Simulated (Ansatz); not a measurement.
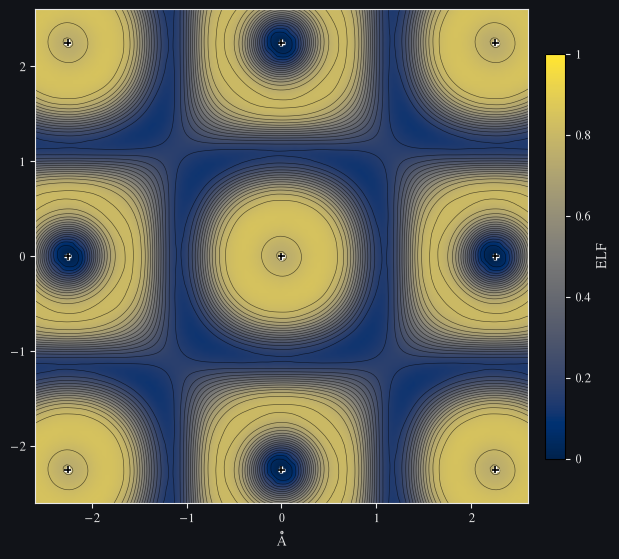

The ELF on a plane through atoms (crosses mark nuclei in the plane).

Method: Ansatz 0.2.0, DFT PBEsol, scalar-relativistic, plane waves, PAW.

Candidates:
A. HfN, a = 4.50 Å, b = 4.50 Å, c = 4.50 Å, α = 90.00°, β = 90.00°, γ = 90.00°. Space group Fm-3m; a structure from a database of computed crystals, not necessarily the ambient phase; computed without spin polarisation.
B. Rh, a = 3.85 Å, b = 3.85 Å, c = 3.85 Å, α = 90.00°, β = 90.00°, γ = 90.00°. Space group Fm-3m; changed on purpose from its base cell (volume × 1.06); computed pressure about −15 GPa in this cell; computed without spin polarisation.
C. TaN, a = 2.89 Å, b = 2.89 Å, c = 2.85 Å, α = 90.00°, β = 90.00°, γ = 120.00°. Space group P-6m2; computed pressure about 11 GPa in this cell.

Question: Which candidate gave the map?

Answer: Candidate A: HfN on the (010) plane of the conventional cell, which holds Hf and N. Hf–N (2.25 Å): the ELF peaks at about 0.80 in the valence shell of N, 0.6 Å from its nucleus, and drops to about 0.15 between the two atoms: no localised pair shows between them. Hf–Hf (3.18 Å): the ELF is about 0.15 at the midpoint (no shared electron pair shows on this line).
